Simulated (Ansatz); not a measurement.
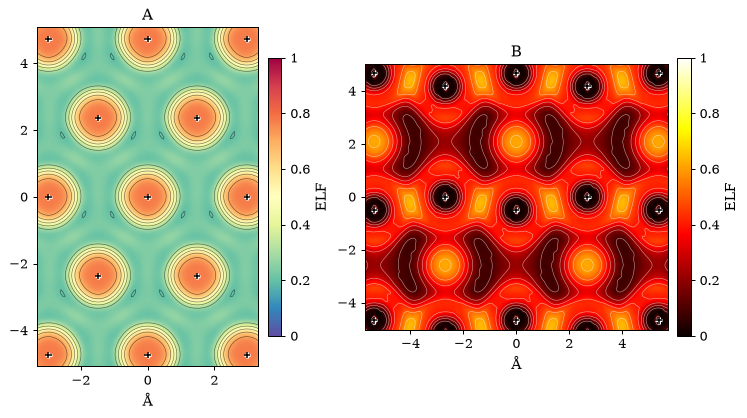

The ELF of 2 systems, each on a plane through atoms (crosses mark nuclei in the plane).

Theory: DFT PBEsol, scalar-relativistic, plane waves, PAW (Ansatz).

System 1: Rh, the (001) plane of the conventional cell. Space group Cmcm; a structure from a database of computed crystals, not necessarily the ambient phase; changed on purpose from its base cell (strain +0.0875 x Voigt [1, 0, 0, 0, 0, 0], atoms carried along); computed pressure about −27 GPa in this cell; computed without spin polarisation.

```
Rh
1.0
     2.96994    0.00000    0.00000
     0.00000    4.73019    0.00000
     0.00000    0.00000    4.42849
Rh
4
Direct
  0.50000 0.16667 0.75000
  0.00000 0.66667 0.75000
  0.00000 0.33333 0.25000
  0.50000 0.83333 0.25000
```

System 2: Ge, the (010) plane of the conventional cell. Space group Fmmm; a structure from a database of computed crystals, not necessarily the ambient phase.

```cif
data_structure
_symmetry_space_group_name_H-M 'P 1'
_symmetry_Int_Tables_number 1
_cell_length_a 5.3714
_cell_length_b 5.8629
_cell_length_c 9.3395
_cell_angle_alpha 90.000
_cell_angle_beta 90.000
_cell_angle_gamma 90.000
_cell_volume 294.12
loop_
_atom_site_label
_atom_site_type_symbol
_atom_site_fract_x
_atom_site_fract_y
_atom_site_fract_z
_atom_site_occupancy
Ge1 Ge 0.50000 0.00000 0.27632 1
Ge2 Ge 0.00000 0.50000 0.27632 1
Ge3 Ge 0.00000 0.00000 0.77632 1
Ge4 Ge 0.50000 0.50000 0.77632 1
Ge5 Ge 0.00000 0.00000 0.22368 1
Ge6 Ge 0.50000 0.50000 0.22368 1
Ge7 Ge 0.50000 0.00000 0.72368 1
Ge8 Ge 0.00000 0.50000 0.72368 1
Ge9 Ge 0.00000 0.27274 0.00000 1
Ge10 Ge 0.50000 0.77274 0.00000 1
Ge11 Ge 0.50000 0.27274 0.50000 1
Ge12 Ge 0.00000 0.77274 0.50000 1
Ge13 Ge 0.50000 0.22726 0.00000 1
Ge14 Ge 0.00000 0.72726 0.00000 1
Ge15 Ge 0.00000 0.22726 0.50000 1
Ge16 Ge 0.50000 0.72726 0.50000 1
```

### Match each panel to its system.

Panel A is system 1, Rh: the plane holds Rh. Rh–Rh (2.79 Å): the ELF is about 0.25 at the midpoint: no localised pair shows between them. Panel B is system 2, Ge: the plane holds Ge.
